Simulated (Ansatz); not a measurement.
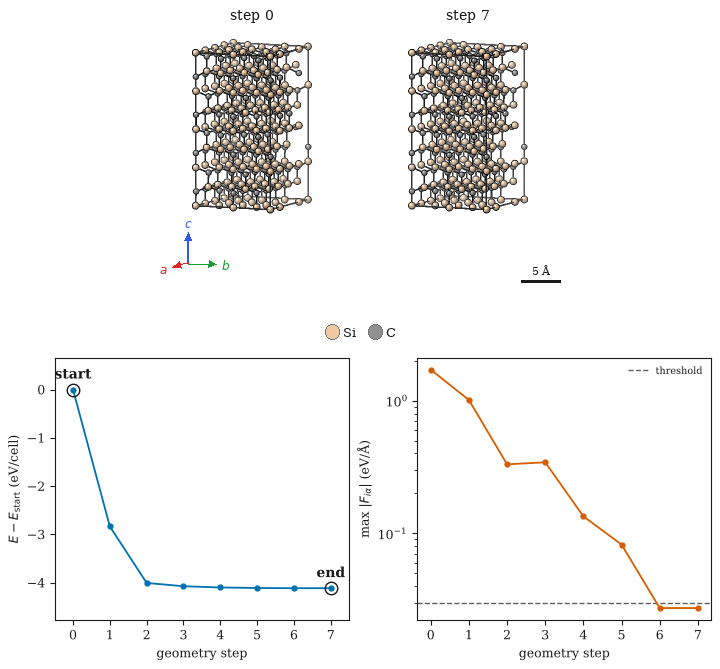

First and last geometry of a relaxation of a defect cell of composition Si₁₂₈C₁₂₇ (cell charge −2), with the history of the run. Style: ball-and-stick. Shown: the cell of the calculation (origin shifted), slightly off an axis.

Level of theory: Ansatz 0.2.0, DFT, PBEsol, PAW, plane waves. (plane-wave cutoff 420 eV; k-point mesh 1 × 1 × 1; mesh shifted by (0.25, 0.25, 0.25); collinear spin; atoms relaxed in a fixed cell; force threshold 0.03 eV/Å; at most 80 steps)

Question: What do the curves and the structures tell?

Answer: It converged. Over 7 geometry steps the energy falls by 4.116 eV per cell of the calculation. Largest force component: 1.7 eV/Å at the start, 0.027 eV/Å at the end. The largest move is that of a Si atom, 0.21 Å along [2 −1 3]. By element the largest moves are Si 0.21 Å, C 0.09 Å. The cell doesn't change. Some distances before and after: Si–Si 3.045 → 2.647 Å, Si–Si 3.089 → 2.717 Å, C–Si 1.890 → 1.983 Å, C–Si 1.972 → 1.885 Å. Bond angles that change, for instance: C–Si–C 110.9° → 102.6°, Si–C–Si 110.8° → 102.7°, Si–C–Si 109.5° → 102.4°.

| step | E − E(0), meV/atom | largest force component, eV/Å |
| --- | --- | --- |
| 0 | 0.00 | 1.7119 |
| 1 | -11.12 | 1.0119 |
| 2 | -15.72 | 0.3315 |
| 3 | -15.98 | 0.3433 |
| 4 | -16.08 | 0.1344 |
| 5 | -16.12 | 0.0824 |
| 6 | -16.14 | 0.0274 |
| 7 | -16.14 | 0.0274 |

Limits of the set-up: the cell is charged, on a uniform background, and energies carry no finite-size correction.
